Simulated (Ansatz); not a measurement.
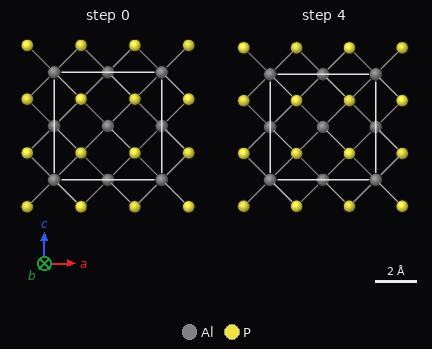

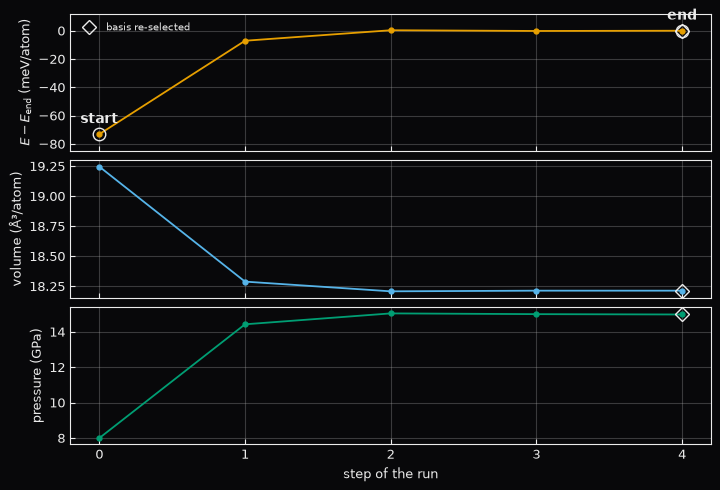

First and last geometry of a relaxation of crystalline AlP (set up in F-43m), with the history of the run. The picture is a ball-and-stick view of the conventional cell (4 times the calculation's cell), seen along the b axis. Lengths and directions refer to the drawn axes.

Case: relaxed at 15 GPa.

The calculation used DFT PBE, scalar-relativistic, plane waves, PAW in Ansatz 0.2.0.

The input:
```yaml
crystal:
  lattice:
    - [0.0, 2.6798717998, 2.6798717998]
    - [2.6798717998, 0.0, 2.6798717998]
    - [2.6798717998, 2.6798717998, 0.0]
  atoms:
    - { symbol: Al, position: [0.0, 0.0, 0.0] }
    - { symbol: P, position: [0.75, 0.75, 0.75] }
basis:
  ecutwfc: 420
kpoints:
  mp_grid: { grid: [10, 10, 10] }
hamiltonian:
  xc: pbe
scf:
  occupations: { method: fixed }
output:
  forces: true
  stress: true
  eigenvalues: true
relax:
  adjacent_minimum: "off"
  f_tol: 0.001
  max_steps: 60
  cell: { stress_tol: 0.02, p_target: 15.0 }
```

Run as
```bash
ansatz run input.yaml --threads 1 --pin off --max-ram 3072MiB --backend cpu --events-out ev --progress --plain --runs-dir out
```

**Read the history and describe the run.**

It converged. No atom moves by more than 0.005 Å relative to the cell. The drawn cell changes as follows: a = b = c 5.360 → 5.262 Å (−1.8 %); the volume changes by −5.4 %. Some distances before and after: Al1–P2 2.321 → 2.279 Å. The space group stays F-43m (No. 216). The energy rises by 73.1 meV per atom in 3 accepted moves (4 points after the start). With the target pressure of 15 GPa, the enthalpy E + pV changes by −23.6 meV per atom. All forces vanish by symmetry, so only the cell relaxes. The pressure goes from 8.00 to 14.98 GPa. At 1 point the geometry stayed and the basis and grid were re-selected for the new cell (energy shift of 0.2 meV per atom at most each time).

| step | E − E(0), meV/atom | pressure, GPa | volume, Å³/atom | note |
| --- | --- | --- | --- | --- |
| 0 | 0.00 | 8.00 | 19.246 |  |
| 1 | 66.00 | 14.43 | 18.289 |  |
| 2 | 73.42 | 15.04 | 18.208 |  |
| 3 | 72.91 | 15.00 | 18.213 |  |
| 4 | 73.09 | 14.98 | 18.213 | same geometry, new basis |
